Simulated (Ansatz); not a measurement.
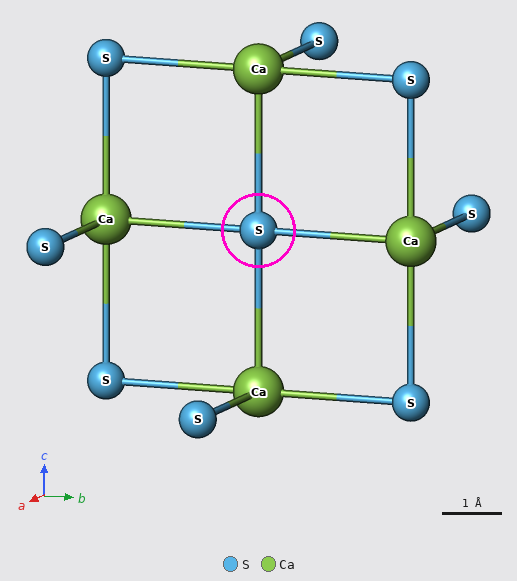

Perfect CaS. Style: ball-and-stick. Shown: the atoms within 4.6 Å of one point, in a slice 4.2 Å thick across the line of sight, slightly off an axis.

All numbers below come from DFT, PBEsol, PAW, plane waves in Ansatz. Settings: plane-wave cutoff 420 eV; k-point mesh 1 × 1 × 1; mesh shifted by (0.25, 0.25, 0.25); no spin polarisation. Fermi-Dirac smearing of 0.01 eV. A uniform background neutralises the charged cell. The axes drawn are those of the host's conventional cell.

A sulfur atom is taken out (a vacancy) at the ringed place, in charge state +2. The supercell has 64 sites, and the atoms are relaxed at the host's cell.

Question: Predict the relaxed surroundings of the defect.

Answer: Around the empty S site the host had 6 Ca at 2.82 Å; after relaxation the nearest atoms are 6 Ca at 3.00 to 3.01 Å. Of the host's atoms, a calcium atom moves furthest from its site, by 0.19 Å.

The relaxed defect, seen from the same direction:

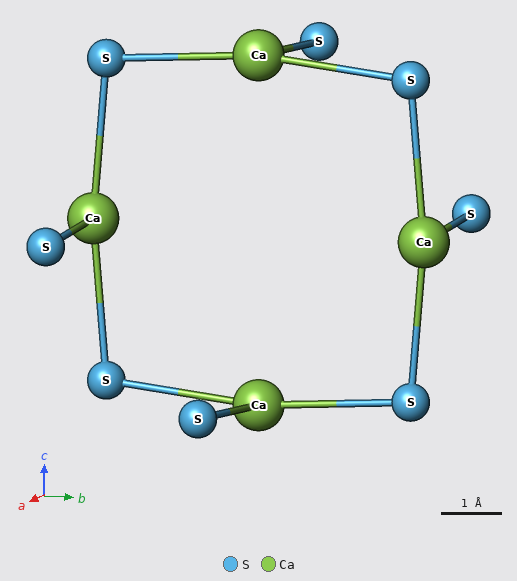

Limits of the set-up: the cell is charged, on a uniform background, and energies carry no finite-size correction.
